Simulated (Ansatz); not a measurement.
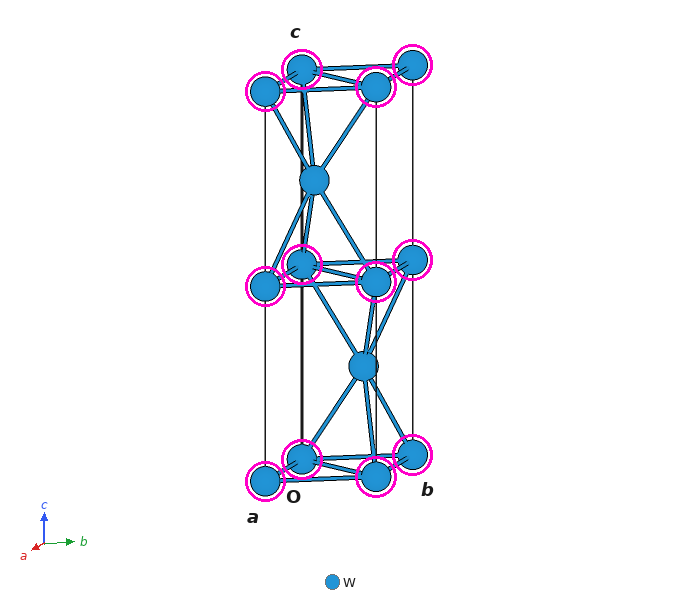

Crystal: W, the geometry relaxed with Ansatz 0.2.0, DFT, revPBE, plane waves (420 eV) with PAW, scalar-relativistic; the starting structure was generated, so it need not be a known form of this composition. One unit cell; the ringed atoms, with their copies on corners, edges and faces, form one crystallographic orbit. Geometry calculated from the standardised cell; symmetry tolerance 0.002 Å.

a = 2.794 Å, b = 2.794 Å, c = 9.854 Å, α = 90.00°, β = 90.00°, γ = 120.00°; space group No. 194, P6₃/mmc.

Which Wyckoff position do the ringed atoms fill?

Answer. W on 2a, site symmetry -3m.: 24 operations a cell over 12 that keep the site give 2 atoms, with 0 free parameters.

List their coordinates.

Answer. (0, 0, 0); (0, 0, 1/2).
